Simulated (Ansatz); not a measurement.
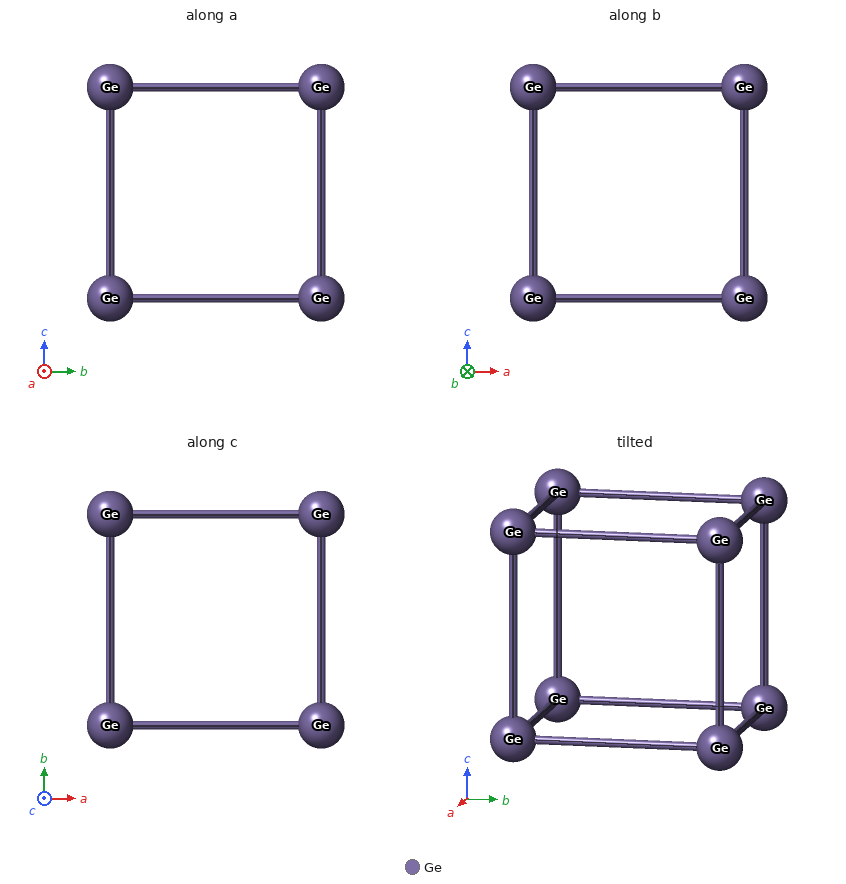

Ball-and-stick representation of a periodic structure, projected along the a axis, along the b axis, along the c axis and slightly off an axis. Atoms at the boundary of the conventional unit cell (the box) are drawn once for each face, edge or corner they touch.

Lattice parameters: a = 2.710 Å, b = 2.710 Å, c = 2.710 Å, α = 90.00°, β = 90.00°, γ = 90.00°. Put a along x and b in the xy plane.

Set out the cell and atoms as a POSCAR file.

Answer.
```
Ge
1.0
     2.710    0.000    0.000
     0.000    2.710    0.000
     0.000    0.000    2.710
Ge
1
Direct
  0.0000 0.0000 0.0000
```

Provenance: a structure type filled with this element by a generator (whether the element takes this form wasn't checked). The structure drawn was relaxed with DFT PBE, scalar-relativistic, plane waves, PAW in Ansatz 0.2.0.
